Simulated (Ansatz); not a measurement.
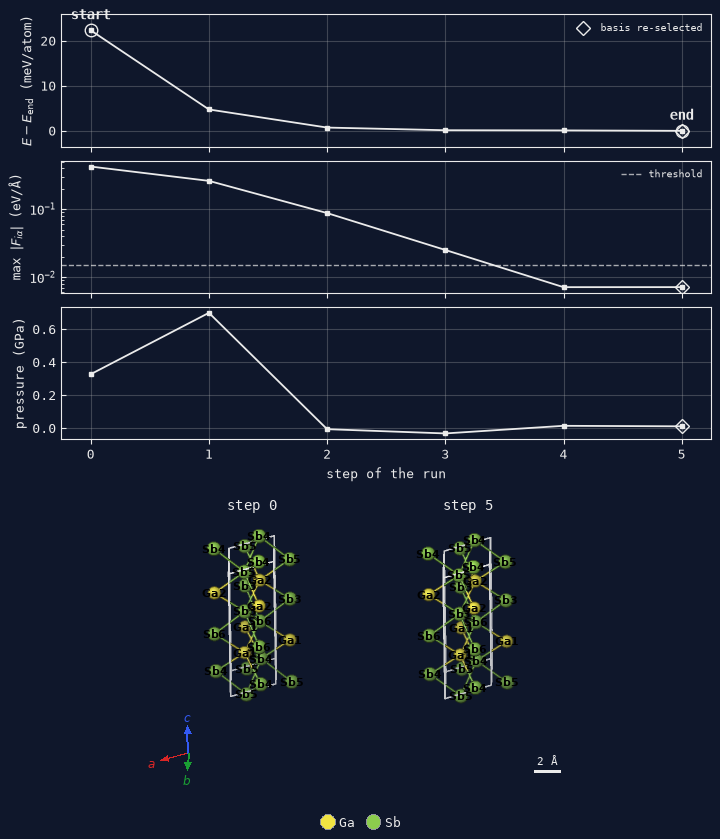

First and last geometry of a relaxation of crystalline GaSb2 (built on the 2H molybdenite_194 type) (coarse preliminary run), with the history of the run. A ball-and-stick model of the cell of the calculation, reduced to other axes, seen from a free direction. Lengths and directions refer to the drawn axes.

Method: DFT PBE, scalar-relativistic, plane waves, PAW in Ansatz 0.2.0. Set-up: plane-wave cutoff 420 eV; k-point mesh 6 × 6 × 2; occupations gaussian; smearing width 0.1 eV; no spin polarisation; cell and atoms relaxed; force threshold 0.015 eV/Å; at most 120 steps.

**Did the run converge, and what did it change?**

It converged. The largest move relative to the cell is that of Ga2, 0.13 Å roughly along [0 −3 1]. Largest moves by element: Ga 0.13 Å, Sb 0.11 Å. The volume changes by +2.0 %, with a 4.041 → 4.159 Å (+2.9 %), b 4.062 → 4.158 Å (+2.4 %), c 11.261 → 10.997 Å (−2.3 %), α 88.4° → 90.0°, β 89.0° → 90.0°, γ 61.0° → 60.0°. Near-neighbour distances that change, for instance: Ga2–Sb3 2.802 → 2.976 Å, Ga1–Sb6 2.828 → 2.975 Å, Ga1–Sb4 2.842 → 2.976 Å, Sb4–Sb5 3.238 → 3.113 Å. Bond angles that change, for instance: Ga2–Sb5–Sb4 83.4° → 75.8°, Sb3–Ga2–Sb5 78.4° → 72.4°, Sb5–Sb4–Sb5 79.4° → 83.8°. The space group (tolerance 0.01 Å) goes from P1 (No. 1) to P6_3/mmc (No. 194). After 4 accepted moves (5 points after the start) the energy has fallen by 22.3 meV per atom. The largest force component goes from 0.42 to 0.0071 eV/Å. The pressure goes from 0.33 to 0.01 GPa. The SCF was repeated once at an unchanged geometry on a basis and grid sized afresh for the cell, which shifted the energy by 0.1 meV per atom at most. Cost: 2.8 min on 1 thread of Intel(R) Xeon(R) Platinum 8375C CPU @ 2.90GHz (Ice Lake), with other jobs on the host, peak memory 0.59 GiB.
